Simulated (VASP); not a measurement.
MgO, space group P-6m2 (No. 187), a = 2.938 Å, b = 2.938 Å, c = 2.680 Å, α = 90.00°, β = 90.00°, γ = 120.00°

```csv
site,Wyckoff,x,y,z
Mg,1a,0.0000,0.0000,0.0000
O,1d,0.3333,0.6667,0.5000
```

Origin: a cell listed in the Materials Project, as set up for an electronic-structure calculation.

Describe the coordination of Mg.

MgO6: a slightly distorted trigonal prism (coordination number 6, S = 0.20; next best octahedron, S = 16.7). Bonds: 6 × Mg–O 2.16 Å. The next neighbour, not counted, lies at 2.68 Å.

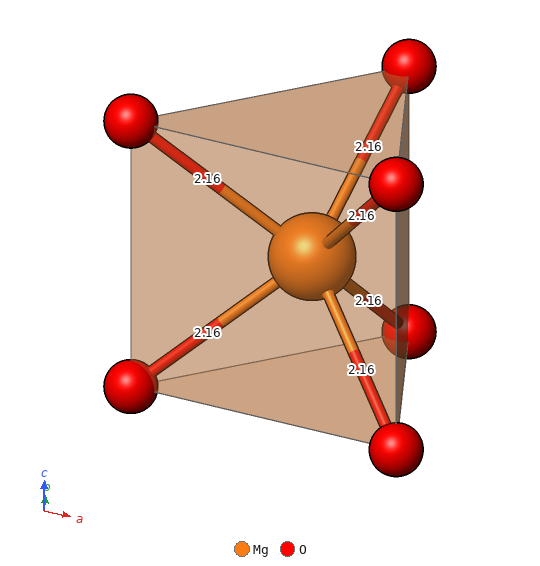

The polyhedron about Mg. Continuous shape measures are computed against ideal polyhedra (0 is ideal; above about 3 the distortion is strong).
